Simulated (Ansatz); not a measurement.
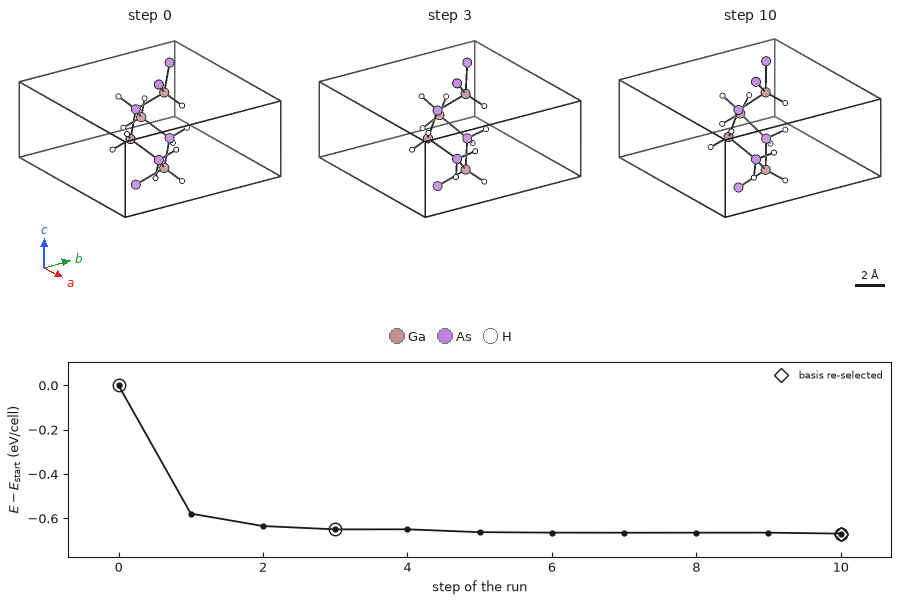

Frames of a relaxation of a wire of composition Ga₃As₃H₁₀, marked on the history of the run. Style: ball-and-stick. Shown: the cell of the calculation, with the vacuum cut short, from a free direction.

Case: wire along [0 0 1], 6 atoms a period, capped with H.

The calculation used Ansatz, DFT PBE, scalar-relativistic, plane waves, PAW. Settings: plane-wave cutoff 420 eV; k-point mesh 1 × 1 × 10; occupations gaussian; smearing width 0.05 eV; no spin polarisation; cell relaxed at fixed a, b, alpha, beta, gamma; force threshold 0.02 eV/Å; at most 45 steps.

Describe the path.

Over 9 accepted moves (10 points after the start) the energy falls by 0.668 eV per cell of the calculation. Largest force component: 1 eV/Å at the start, 0.018 eV/Å at the end. The SCF was repeated once at an unchanged geometry on a basis and grid sized afresh for the cell, which shifted the energy by 4.4 meV per cell of the calculation at most. The largest moves relative to the layer's centre, 0.36 Å, are those of H atoms. Largest moves by element: H 0.36 Å, As 0.26 Å, Ga 0.23 Å. Along the periodic axis the drawn cell goes c 5.745 → 5.898 Å (+2.7 %). Some distances before and after: As–Ga 2.488 → 2.544 Å, As–Ga 2.488 → 2.453 Å, As–Ga 2.488 → 2.505 Å, Ga–H 1.570 → 1.563 Å. Among the angles between lasting bonds that change: Ga–As–Ga 109.5° → 126.1°, H–Ga–H 109.5° → 125.7°, H–As–H 109.5° → 96.5°. From step 0 to 3: an H atom moves most (0.22 Å), energy −0.649 eV per cell of the calculation. From step 3 to 10: H atoms move most (0.27 Å), energy −19.1 meV per cell of the calculation.
